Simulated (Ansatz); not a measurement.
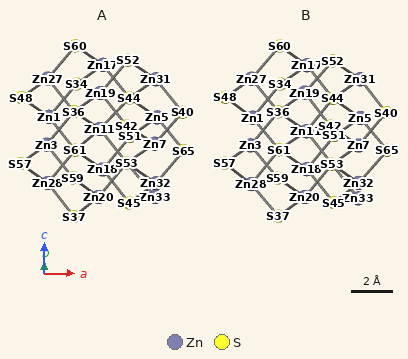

Two geometries of a defect cell of composition Zn₃₃S₃₂ (cell charge +1), drawn at one scale. One is the start of a relaxation, the other its converged end. The picture is a ball-and-stick view of the atoms within 5.0 Å of the atom that moves most (axes of the cell of the calculation (origin shifted)), seen from a free direction.

Computed with DFT, PBEsol, PAW, plane waves in Ansatz. Settings: plane-wave cutoff 420 eV; k-point mesh 1 × 1 × 1; mesh shifted by (0.25, 0.25, 0.25); collinear spin; atoms relaxed in a fixed cell; force threshold 0.03 eV/Å; at most 80 steps.

Which one is relaxed?

Structure A is the relaxed one. The energy falls by 0.979 eV per cell of the calculation in 4 geometry steps. The largest force component goes from 1.4 to 0.018 eV/Å. The atom that moves furthest is Zn11 (0.17 Å along [−3 2 2]). Largest moves by element: Zn 0.17 Å, S 0.12 Å. The cell stays as it was. Some distances before and after: Zn32–S53 2.265 → 2.419 Å, Zn7–S53 2.314 → 2.419 Å, Zn20–S53 2.303 → 2.389 Å, Zn33–S53 2.340 → 2.422 Å. Among the angles between lasting bonds that change: Zn1–S61–Zn11 111.8° → 105.4°, Zn11–S44–Zn17 111.2° → 105.8°, S44–Zn11–S53 111.1° → 106.2°. Cost: 4.8 s on 1 × NVIDIA GB200 with 8 threads of Arm Neoverse-V2, peak memory 2 GiB.

Limits of the set-up: the cell is charged, on a uniform background, and energies carry no finite-size correction.
